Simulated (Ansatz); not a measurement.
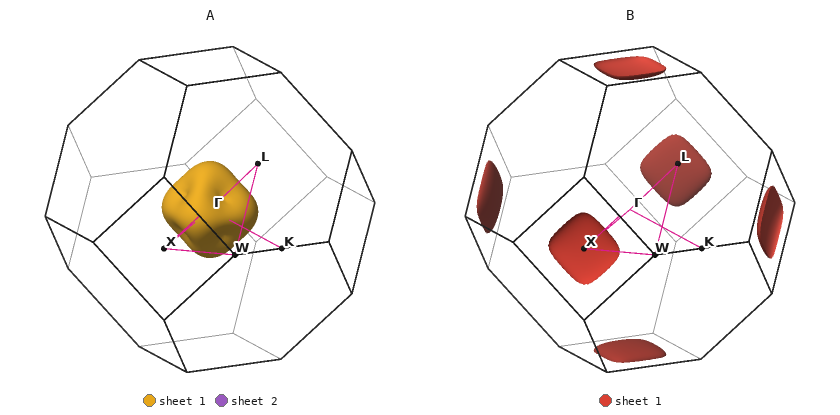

Constant-energy surfaces of ZrO2 in space group Fm-3m near its two band edges (0.10 eV into the valence band, 0.30 eV into the conduction band), in unknown order.

These are results of DFT PBE, scalar-relativistic, plane waves, PAW; levels and slopes on a dense k mesh at the converged density in Ansatz 0.2.0, not measurements. No spin polarisation. The levels come from a k mesh of 34×34×34 points. Cell and positions as given, without relaxation (residual pressure 7 GPa).

Masses come from a second pass at points close to the extrema; at the energies drawn a band may no longer be parabolic.

Q: Which panel shows the holes and which the electrons?

A: B shows the valence band (holes), A the conduction band (electrons).

Q: Describe the extrema and the gap.

A: Valence band (extrema up to 0.10 eV from the edge): three equivalent maxima at X, principal masses 0.28, 3.14 and 3.14 mₑ. Band 12 forms the valence edge.
Conduction band (extrema up to 0.30 eV from the edge): one minimum at Γ, two bands meeting there, with masses of 0.48 and 2.05 mₑ for the two bands, each the same along x, y and z. Band 13 forms the conduction edge; band 14 meets it there.
The gap is indirect, 3.39 eV at this level of theory (semilocal functionals give gaps that are too small, and can reorder valleys that lie close).

Where one band's surface lies inside another's, the outer one hides all or part of it.

Spin-orbit coupling, left out here, can change the gap, its kind, the place of the band edges and the masses, since the compound holds Zr.
